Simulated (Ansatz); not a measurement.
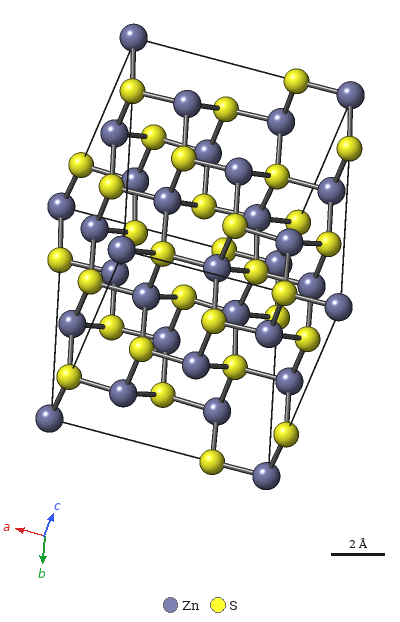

Fig. 1: The input geometry (ball-and-stick view of the cell of the calculation, seen at an oblique angle). Near neighbours in the crystal (not all of them lie inside the picture): Zn has 4 S at 2.25 to 2.32 Å; S has 4 Zn at 2.30 to 2.32 Å; S has 3 Zn at 2.25 Å.

# Zn$_{15}$S$_{16}$ (charge −2): nudged elastic band (part 1 of 3)

- system: Zn$_{15}$S$_{16}$ (defect cell, 31 atoms in the cell, total charge −2)
- method: DFT LDA, scalar-relativistic, plane waves, PAW, no spin polarisation (Ansatz 0.2.0)

The structure derives from a Materials Project entry. It belongs to a series of runs on one base structure; here: climbing-image band for the jump of Zn by 3.62 A.

The input
```yaml
crystal:
  lattice:
    - [-5.296847857, 5.296847857, 5.296847857]
    - [5.296847857, -5.296847857, 5.296847857]
    - [5.296847857, 5.296847857, -5.296847857]
  atoms:
    - { symbol: Zn, position: [0.5, 0.0096663982, 0.5012278729] }
    - { symbol: Zn, position: [0.5, 0.5012278729, 0.0096663982] }
    - { symbol: Zn, position: [0.7403336018, 0.7415614747, 0.4903336018] }
    - { symbol: Zn, position: [0.5, 0.75, 0.75] }
    - { symbol: Zn, position: [0.7512278729, 0.0096663982, 0.25] }
    - { symbol: Zn, position: [0.7512278729, 0.25, 0.0096663982] }
    - { symbol: Zn, position: [-0.0084385253, 0.4903336018, 0.4903336018] }
    - { symbol: Zn, position: [0.7403336018, 0.4903336018, 0.7415614747] }
    - { symbol: Zn, position: [0.0, 0.75, 0.25] }
    - { symbol: Zn, position: [0.0084385253, -0.0012278729, -0.0012278729] }
    - { symbol: Zn, position: [0.2596663982, 0.25, 0.5012278729] }
    - { symbol: Zn, position: [0.0, 0.25, 0.75] }
    - { symbol: Zn, position: [0.2596663982, 0.5012278729, 0.25] }
    - { symbol: Zn, position: [0.2487721271, 0.7584385253, -0.0012278729] }
    - { symbol: Zn, position: [0.2487721271, -0.0012278729, 0.7584385253] }
    - { symbol: S, position: [0.7494381553, 0.9999848709, 0.4994381553] }
    - { symbol: S, position: [0.7385826227, 0.25, 0.25] }
    - { symbol: S, position: [0.7494381553, 0.4994381553, 0.9999848709] }
    - { symbol: S, position: [0.9994532844, 0.7494532844, 0.5000151291] }
    - { symbol: S, position: [0.7500151291, 0.7494532844, 0.7494532844] }
    - { symbol: S, position: [1.0005467156, 1.0005618447, 0.25] }
    - { symbol: S, position: [1.0005467156, 0.25, 1.0005618447] }
    - { symbol: S, position: [0.2499848709, 0.4994381553, 0.4994381553] }
    - { symbol: S, position: [-0.0005467156, 0.5000151291, 0.7494532844] }
    - { symbol: S, position: [0.2505618447, 0.7505467156, 0.25] }
    - { symbol: S, position: [0.2614173773, 1.0114173773, 1.0114173773] }
    - { symbol: S, position: [0.5, 0.25, 0.4885826227] }
    - { symbol: S, position: [0.2505618447, 0.25, 0.7505467156] }
    - { symbol: S, position: [0.5, 0.4885826227, 0.25] }
    - { symbol: S, position: [0.5, 0.7505467156, 1.0005618447] }
    - { symbol: S, position: [0.5, 0.0005618447, 0.7505467156] }
total_charge: -2
basis:
  ecutwfc: 420
  xc_grid: 2
kpoints:
  mp_grid: { grid: [2, 2, 2], shift: [0.5, 0.5, 0.5] }
hamiltonian:
  xc: lda
scf:
  occupations: { method: gaussian, width: 0.02 }
output:
  forces: true
neb:
  images: 5
  f_tol: 0.05
  max_iterations: 70
  order_check: false
  final_atoms:
    - { symbol: Zn, position: [0.5, 0.2512278844, 0.2596664169] }
    - { symbol: Zn, position: [0.5, 0.5, 0.0] }
    - { symbol: Zn, position: [0.7512278844, 0.7596664169, 0.5] }
    - { symbol: Zn, position: [0.5, 0.7596664169, 0.7512278844] }
    - { symbol: Zn, position: [0.7512278844, 0.0, 0.2596664169] }
    - { symbol: Zn, position: [0.7403335831, 0.2403335831, -0.0084385325] }
    - { symbol: Zn, position: [0.0, 0.5, 0.5] }
    - { symbol: Zn, position: [0.7403335831, 0.4915614675, 0.7403335831] }
    - { symbol: Zn, position: [0.0084385325, 0.7487721156, 0.2487721156] }
    - { symbol: Zn, position: [0.0, 0.0, 0.0] }
    - { symbol: Zn, position: [0.2596664169, 0.2512278844, 0.5] }
    - { symbol: Zn, position: [-0.0084385325, 0.2403335831, 0.7403335831] }
    - { symbol: Zn, position: [0.2487721156, 0.5084385325, 0.2487721156] }
    - { symbol: Zn, position: [0.2487721156, 0.7487721156, 0.0084385325] }
    - { symbol: Zn, position: [0.2596664169, 0.0, 0.7512278844] }
    - { symbol: S, position: [0.7385826115, 1.0, 0.5] }
    - { symbol: S, position: [0.7494381458, 0.2494381458, 0.2499848758] }
    - { symbol: S, position: [0.7500151242, 0.49945327, 0.99945327] }
    - { symbol: S, position: [1.00054673, 0.7505618542, 0.5] }
    - { symbol: S, position: [0.7494381458, 0.7499848758, 0.7494381458] }
    - { symbol: S, position: [1.00054673, 1.0, 0.2505618542] }
    - { symbol: S, position: [0.99945327, 0.2500151242, 0.99945327] }
    - { symbol: S, position: [0.2505618542, 0.50054673, 0.5] }
    - { symbol: S, position: [-0.00054673, 0.49945327, 0.7500151242] }
    - { symbol: S, position: [0.2614173885, 0.7614173885, 0.2614173885] }
    - { symbol: S, position: [0.2505618542, 1.0, 1.00054673] }
    - { symbol: S, position: [0.5, 0.2385826115, 0.5] }
    - { symbol: S, position: [0.2499848758, 0.2494381458, 0.7494381458] }
    - { symbol: S, position: [0.5, 0.50054673, 0.2505618542] }
    - { symbol: S, position: [0.5, 0.7505618542, 1.00054673] }
    - { symbol: S, position: [0.5, 0.0, 0.7385826115] }
```

Launch command:
```bash
ansatz run input.yaml --threads 8 --pin off --max-ram 20480MiB --backend cpu --events-out ev --progress --plain --runs-dir out
```

The program's output
```
Warning: neb: disabling space-group detection — the band's intermediate images generally break the endpoint symmetry, so no spatial operation reduces the k-mesh or symmetrises the density, except that a semilocal band can use its path's symmetry ahead of convergence; time reversal is kept, so that k and −k are solved as one point where they differ and the mesh holds both, and exact exchange and, on two spinor components, a DFT+U term hold to it where the run has them: on two components no moment then forms, and a state that bears one, which a typed moment (crystal.atoms[].spin; refused beside efield: under a hybrid functional) reaches, can lie lower, under hf by electronvolts; crystal.symmetry.detect: false (a key that needs symmetry detection or time reversal refuses this as the deck is read) with time_reversal: false beside it drops time reversal too
Engine: ansatz 0.2.0, x86_64-unknown-linux-gnu
Pseudopotentials: kind: paw
Pseudopotential: Zn, paw, valence charge 12, recommended cutoff 420 eV (normal), Zn.paw.azcp
Pseudopotential: S, paw, valence charge 6, recommended cutoff 420 eV (normal), S.paw.azcp
Functional definition: SPW92
  exchange = slater_x
  correlation = pw_c
parallel-image band execution: 5 concurrent image workers
NEB image 0
Crystal: 31 atoms, lattice volume = 594.446 Å³
Basis set: ecut = 420 eV, 11537 PW (Γ), exchange–correlation on 128×128×128 points (8 copies of the dense FFT grid, shifted against one another)
Bands: 170, of which v1, the nominal top of the filled ones, is band 139 counted from 1 (138 counted from 0)
Symmetry: 1 space group operations
k-points: 4 of 8 (time reversal used)
Non-local potential: Zn, projectors of the file, l = 0: 2, l = 1: 2, l = 2: 3, l = 3: 1
Non-local potential: S, projectors of the file, l = 0: 2, l = 1: 2, l = 2: 2
PAW form: soft (Blöchl's): semilocal exchange-correlation on the pseudo side does not see the compensation charge
PAW frozen core: Zn, regenerated for the run's functional, and the local potential with it (the file was generated under x = pbe(κ = 0.804, μ = 0.2195149727645171), c = pbe(β = 0.06672455060314922))
PAW frozen core: S, regenerated for the run's functional, and the local potential with it (the file was generated under x = pbe(κ = 0.804, μ = 0.2195149727645171), c = pbe(β = 0.06672455060314922))
PAW one-centre angular grid: Zn, 590 points (default); XC on 64 Gauss nodes
PAW one-centre angular grid: S, 110 points (default); XC on 64 Gauss nodes
Initial density: superposition of atomic densities (neutral atoms scaled as one to the charged cell's electrons: chi_scale 0, normalization atom), corrected by the library's trained network
Initial wavefunctions: pseudopotential atomic-orbital guess
Functional: x = slater, c = lda
SCF iter   1: F=—  HF=-62618.675842 eV  |F-HF|=—  |Δ(HF+E_count)|=         —  Δρ=3.73e-2  dr2=5.08e0  ethr=1.77e-3  ⟨swp⟩=6.5  Hψ=3004  notcnv=0  defer=37
preconditioner: auto → Resta (q_TF=auto, 2.404 Å⁻¹)  ε∞=7.2  [insulator: Δε(μ)=3.438 eV  Ē_g=10.224 eV  σ=0.020 eV  W_gap=1.00  n_scr=140 (ndim 8)  ℏωp=25.4 eV  f_vac=0.017  D(μ)=0.00/eV (n_scr^D=0)  ε∞_Penn≈7.2]
SCF iter   2: F=—  HF=-62617.304207 eV  |F-HF|=—  |Δ(HF+E_count)|=    1.37e0  Δρ=5.10e-3  dr2=1.56e-1  ethr=1.77e-3  ⟨swp⟩=2.0  Hψ=1307  notcnv=0  defer=93
SCF iter   3: F=—  HF=-62616.996677 eV  |F-HF|=—  |Δ(HF+E_count)|=   3.08e-1  Δρ=5.47e-3  dr2=1.92e-1  ethr=5.62e-5  ⟨swp⟩=2.0  Hψ=1307  notcnv=0  defer=93
SCF iter   4: F=—  HF=-62616.945694 eV  |F-HF|=—  |Δ(HF+E_count)|=   5.10e-2  Δρ=1.23e-3  dr2=1.86e-2  ethr=5.62e-5  ⟨swp⟩=2.0  Hψ=1110  notcnv=0  defer=93
SCF iter   5: F=—  HF=-62616.953676 eV  |F-HF|=—  |Δ(HF+E_count)|=   7.98e-3  Δρ=4.42e-4  dr2=1.56e-3  ethr=6.68e-6  ⟨swp⟩=2.0  Hψ=1276  notcnv=0  defer=93
SCF iter   6: F=—  HF=-62616.953571 eV  |F-HF|=—  |Δ(HF+E_count)|=   1.05e-4  Δρ=2.92e-4  dr2=3.87e-4  ethr=5.62e-7  ⟨swp⟩=2.0  Hψ=1095  notcnv=0  defer=93
SCF iter   7: F=—  HF=-62616.953407 eV  |F-HF|=—  |Δ(HF+E_count)|=   1.64e-4  Δρ=8.58e-5  dr2=5.52e-5  ethr=1.39e-7  ⟨swp⟩=2.0  Hψ=1079  notcnv=0  defer=93
SCF iter   8: F=—  HF=-62616.953653 eV  |F-HF|=—  |Δ(HF+E_count)|=   2.47e-4  Δρ=2.95e-5  dr2=5.44e-6  ethr=1.99e-8  ⟨swp⟩=2.0  Hψ=1095  notcnv=0  defer=93
SCF iter   9: F=—  HF=-62616.953653 eV  |F-HF|=—  |Δ(HF+E_count)|=   3.67e-7  Δρ=4.90e-6  dr2=2.14e-7  ethr=1.96e-9  ⟨swp⟩=2.0  Hψ=1091  notcnv=0  defer=93
SCF iter  10: F=-62616.953653 eV  HF=-62616.953653 eV  |F-HF|=6.37e-9  |Δ(HF+E_count)|=   1.45e-8  Δρ=1.63e-6  dr2=2.58e-8  ethr=3.60e-11  ⟨swp⟩=4.0  Hψ=1934  notcnv=0
SCF 1 converged in 10 iterations: F = -62616.953653 eV  dr2 = 2.58e-8
  greatest PAW one-centre occupation: 0.984 electrons in one spin orbital (limit 2), on the Zn atom at site 12 (counted from 0), in its partial waves of l = 2
NSCF: frozen V_eff on 4 k-points
NEB image 6
SCF iter   1: F=—  HF=-62618.675895 eV  |F-HF|=—  |Δ(HF+E_count)|=         —  Δρ=3.73e-2  dr2=5.08e0  ethr=1.77e-3  ⟨swp⟩=6.5  Hψ=3004  notcnv=0  defer=36
SCF iter   2: F=—  HF=-62617.304206 eV  |F-HF|=—  |Δ(HF+E_count)|=    1.37e0  Δρ=5.10e-3  dr2=1.56e-1  ethr=1.77e-3  ⟨swp⟩=2.0  Hψ=1307  notcnv=0  defer=93
SCF iter   3: F=—  HF=-62616.996684 eV  |F-HF|=—  |Δ(HF+E_count)|=   3.08e-1  Δρ=5.47e-3  dr2=1.92e-1  ethr=5.63e-5  ⟨swp⟩=2.0  Hψ=1307  notcnv=0  defer=93
SCF iter   4: F=—  HF=-62616.945696 eV  |F-HF|=—  |Δ(HF+E_count)|=   5.10e-2  Δρ=1.23e-3  dr2=1.86e-2  ethr=5.63e-5  ⟨swp⟩=2.0  Hψ=1110  notcnv=0  defer=93
SCF iter   5: F=—  HF=-62616.953668 eV  |F-HF|=—  |Δ(HF+E_count)|=   7.97e-3  Δρ=4.42e-4  dr2=1.56e-3  ethr=6.68e-6  ⟨swp⟩=2.0  Hψ=1276  notcnv=0  defer=93
SCF iter   6: F=—  HF=-62616.953559 eV  |F-HF|=—  |Δ(HF+E_count)|=   1.09e-4  Δρ=2.92e-4  dr2=3.87e-4  ethr=5.61e-7  ⟨swp⟩=2.0  Hψ=1095  notcnv=0  defer=93
SCF iter   7: F=—  HF=-62616.953398 eV  |F-HF|=—  |Δ(HF+E_count)|=   1.61e-4  Δρ=8.58e-5  dr2=5.52e-5  ethr=1.39e-7  ⟨swp⟩=2.0  Hψ=1079  notcnv=0  defer=93
SCF iter   8: F=—  HF=-62616.953653 eV  |F-HF|=—  |Δ(HF+E_count)|=   2.55e-4  Δρ=2.94e-5  dr2=5.44e-6  ethr=1.99e-8  ⟨swp⟩=2.0  Hψ=1095  notcnv=0  defer=93
SCF iter   9: F=—  HF=-62616.953653 eV  |F-HF|=—  |Δ(HF+E_count)|=   3.67e-7  Δρ=4.92e-6  dr2=2.14e-7  ethr=1.96e-9  ⟨swp⟩=2.0  Hψ=1091  notcnv=0  defer=93
SCF iter  10: F=-62616.953653 eV  HF=-62616.953653 eV  |F-HF|=6.58e-9  |Δ(HF+E_count)|=   1.48e-8  Δρ=1.64e-6  dr2=2.59e-8  ethr=3.60e-11  ⟨swp⟩=4.0  Hψ=1934  notcnv=0
SCF 2 converged in 10 iterations: F = -62616.953653 eV  dr2 = 2.59e-8
[... from here on the iterations of each SCF are left out, up to the last one ...]
NSCF: frozen V_eff on 4 k-points
NEB end point (image 0): max|allowed force component| = 1.087e-2 eV/Å (the criterion of neb.relax_end_points is 1.000e-2)
NEB end point (image 6): max|allowed force component| = 1.087e-2 eV/Å (the criterion of neb.relax_end_points is 1.000e-2)
NEB image 1
preconditioner: auto → Resta (q_TF=auto, 2.404 Å⁻¹)  ε∞=7.1  [insulator: Δε(μ)=3.330 eV  Ē_g=10.256 eV  σ=0.020 eV  W_gap=1.00  n_scr=140 (ndim 8)  ℏωp=25.4 eV  f_vac=0.018  D(μ)=0.00/eV (n_scr^D=0)  ε∞_Penn≈7.1]
SCF 3 converged in 11 iterations: F = -62614.481597 eV  dr2 = 3.70e-8
NEB image 2
preconditioner: auto → Resta (q_TF=auto, 2.404 Å⁻¹)  ε∞=7.0  [insulator: Δε(μ)=2.844 eV  Ē_g=10.341 eV  σ=0.020 eV  W_gap=1.00  n_scr=140 (ndim 8)  ℏωp=25.4 eV  f_vac=0.020  D(μ)=0.00/eV (n_scr^D=0)  ε∞_Penn≈7.0]
SCF 4 converged in 11 iterations: F = -62601.083829 eV  dr2 = 5.33e-8
NEB image 3
preconditioner: auto → LDOS  [metal: Δε(μ)=0.006 eV  Ē_g=10.300 eV  σ=0.020 eV  W_gap=0.17  n_scr=140 (ndim 8)  ℏωp=25.4 eV  f_vac=0.075  D(μ)=55.07/eV (n_scr^D=674)  β→1.0]
preconditioner: auto → Resta (q_TF=auto, 2.404 Å⁻¹)  ε∞=5.2  [insulator: Δε(μ)=2.195 eV  Ē_g=12.228 eV  σ=0.020 eV  W_gap=1.00  n_scr=140 (ndim 8)  ℏωp=24.9 eV  f_vac=0.091  D(μ)=0.00/eV (n_scr^D=0)  ε∞_Penn≈5.2  vacuum switching on, ρ_ref=1.1e-2 e/Å³  β→0.5]
SCF 5 converged in 15 iterations: F = -62587.120753 eV  dr2 = 5.67e-8
NEB image 4
SCF 6 converged in 11 iterations: F = -62601.083826 eV  dr2 = 5.32e-8
NEB image 5
SCF 7 converged in 11 iterations: F = -62614.481596 eV  dr2 = 3.66e-8
NEB iter   1: max|band force component| = 1.128e2 eV/Å  barrier→ = 29.8329 eV  barrier← = 29.8329 eV  Δτ_max = 0.1979 Å  (79 SCF iters)
NEB image 1
Initial density: handed on by an earlier stage of this run
Initial wavefunctions: those handed on with the density
preconditioner: auto → Resta (q_TF=auto, 2.404 Å⁻¹)  ε∞=6.5  [insulator: Δε(μ)=3.332 eV  Ē_g=10.808 eV  σ=0.020 eV  W_gap=1.00  n_scr=140 (ndim 8)  ℏωp=25.4 eV  f_vac=0.008  D(μ)=0.00/eV (n_scr^D=0)  ε∞_Penn≈6.5]
SCF 8 converged in 9 iterations: F = -62616.257996 eV  dr2 = 7.33e-8
NEB image 2
preconditioner: auto → Resta (q_TF=auto, 2.404 Å⁻¹)  ε∞=6.5  [insulator: Δε(μ)=2.674 eV  Ē_g=10.859 eV  σ=0.020 eV  W_gap=1.00  n_scr=140 (ndim 8)  ℏωp=25.4 eV  f_vac=0.010  D(μ)=0.00/eV (n_scr^D=0)  ε∞_Penn≈6.5]
SCF 9 converged in 10 iterations: F = -62613.737579 eV  dr2 = 6.18e-8
NEB image 3
preconditioner: auto → Resta (q_TF=auto, 2.404 Å⁻¹)  ε∞=6.4  [insulator: Δε(μ)=2.223 eV  Ē_g=10.917 eV  σ=0.020 eV  W_gap=1.00  n_scr=140 (ndim 8)  ℏωp=25.4 eV  f_vac=0.010  D(μ)=0.00/eV (n_scr^D=0)  ε∞_Penn≈6.4]
SCF 10 converged in 11 iterations: F = -62607.509018 eV  dr2 = 9.03e-9
NEB image 4
SCF 11 converged in 10 iterations: F = -62613.737579 eV  dr2 = 6.19e-8
NEB image 5
SCF 12 converged in 9 iterations: F = -62616.257996 eV  dr2 = 7.33e-8
NEB iter   2: max|band force component| = 3.900e1 eV/Å  barrier→ = 9.4446 eV  barrier← = 9.4446 eV  Δτ_max = 0.0868 Å  (49 SCF iters)
[... from here on the SCF iterations and repeated set-up lines of each step are left out, up to the last step ...]
NEB image 1
SCF 13 converged in 8 iterations: F = -62616.493125 eV  dr2 = 6.55e-8
NEB image 2
SCF 14 converged in 9 iterations: F = -62614.843648 eV  dr2 = 1.80e-8
NEB image 3
SCF 15 converged in 9 iterations: F = -62611.973735 eV  dr2 = 9.04e-8
NEB image 4
SCF 16 converged in 9 iterations: F = -62614.843648 eV  dr2 = 1.79e-8
NEB image 5
SCF 17 converged in 8 iterations: F = -62616.493125 eV  dr2 = 6.57e-8
NEB iter   3: max|band force component| = 2.032e1 eV/Å  barrier→ = 4.9799 eV  barrier← = 4.9799 eV  Δτ_max = 0.1112 Å  (43 SCF iters)
NEB image 1
SCF 18 converged in 8 iterations: F = -62616.586248 eV  dr2 = 3.17e-8
NEB image 2
SCF 19 converged in 9 iterations: F = -62615.668762 eV  dr2 = 2.42e-8
NEB image 3
SCF 20 converged in 9 iterations: F = -62614.310454 eV  dr2 = 6.38e-8
NEB image 4
SCF 21 converged in 9 iterations: F = -62615.668762 eV  dr2 = 2.56e-8
NEB image 5
SCF 22 converged in 8 iterations: F = -62616.586248 eV  dr2 = 3.12e-8
NEB iter   4: max|band force component| = 9.421e0 eV/Å  barrier→ = 2.6432 eV  barrier← = 2.6432 eV  Δτ_max = 0.1219 Å  (43 SCF iters)
NEB image 1
SCF 23 converged in 6 iterations: F = -62616.590436 eV  dr2 = 8.45e-8
NEB image 2
SCF 24 converged in 8 iterations: F = -62615.851258 eV  dr2 = 5.93e-8
NEB image 3
SCF 25 converged in 9 iterations: F = -62615.184978 eV  dr2 = 2.12e-8
NEB image 4
SCF 26 converged in 8 iterations: F = -62615.851258 eV  dr2 = 5.92e-8
NEB image 5
SCF 27 converged in 6 iterations: F = -62616.590436 eV  dr2 = 8.49e-8
NEB iter   5: max|band force component| = 4.565e0 eV/Å  barrier→ = 1.7687 eV  barrier← = 1.7687 eV  Δτ_max = 0.0605 Å  (37 SCF iters)
NEB image 1
SCF 28 converged in 6 iterations: F = -62616.584325 eV  dr2 = 8.25e-8
NEB image 2
SCF 29 converged in 8 iterations: F = -62615.898733 eV  dr2 = 2.33e-8
NEB image 3
SCF 30 converged in 8 iterations: F = -62615.512691 eV  dr2 = 8.47e-8
NEB image 4
SCF 31 converged in 8 iterations: F = -62615.898733 eV  dr2 = 2.32e-8
NEB image 5
SCF 32 converged in 6 iterations: F = -62616.584325 eV  dr2 = 8.25e-8
NEB iter   6: max|band force component| = 1.927e0 eV/Å  barrier→ = 1.4410 eV  barrier← = 1.4410 eV  Δτ_max = 0.0777 Å  (36 SCF iters)
NEB image 1
SCF 33 converged in 6 iterations: F = -62616.577601 eV  dr2 = 6.04e-8
NEB image 2
SCF 34 converged in 8 iterations: F = -62615.911847 eV  dr2 = 1.84e-8
NEB image 3
SCF 35 converged in 8 iterations: F = -62615.604990 eV  dr2 = 2.81e-8
NEB image 4
SCF 36 converged in 8 iterations: F = -62615.911847 eV  dr2 = 1.85e-8
NEB image 5
SCF 37 converged in 6 iterations: F = -62616.577601 eV  dr2 = 6.07e-8
NEB iter   7: max|band force component| = 5.831e-1 eV/Å  barrier→ = 1.3487 eV  barrier← = 1.3487 eV  Δτ_max = 0.0347 Å  (36 SCF iters)
NEB image 1
SCF 38 converged in 6 iterations: F = -62616.579852 eV  dr2 = 1.14e-8
NEB image 2
SCF 39 converged in 7 iterations: F = -62615.925367 eV  dr2 = 5.43e-8
NEB image 3
SCF 40 converged in 8 iterations: F = -62615.635621 eV  dr2 = 1.12e-8
NEB image 4
SCF 41 converged in 7 iterations: F = -62615.925367 eV  dr2 = 5.43e-8
NEB image 5
SCF 42 converged in 6 iterations: F = -62616.579852 eV  dr2 = 1.14e-8
NEB iter   8: max|band force component| = 9.452e-2 eV/Å  barrier→ = 1.3180 eV  barrier← = 1.3180 eV  CI = image 3  Δτ_max = 0.0082 Å  (34 SCF iters)
NEB image 1
preconditioner: auto → Resta (q_TF=auto, 2.404 Å⁻¹)  ε∞=6.6  [insulator: Δε(μ)=3.312 eV  Ē_g=10.774 eV  σ=0.020 eV  W_gap=1.00  n_scr=140 (ndim 8)  ℏωp=25.4 eV  f_vac=0.008  D(μ)=0.00/eV (n_scr^D=0)  ε∞_Penn≈6.6]
SCF 43 converged in 5 iterations: F = -62616.580394 eV  dr2 = 5.16e-8
```
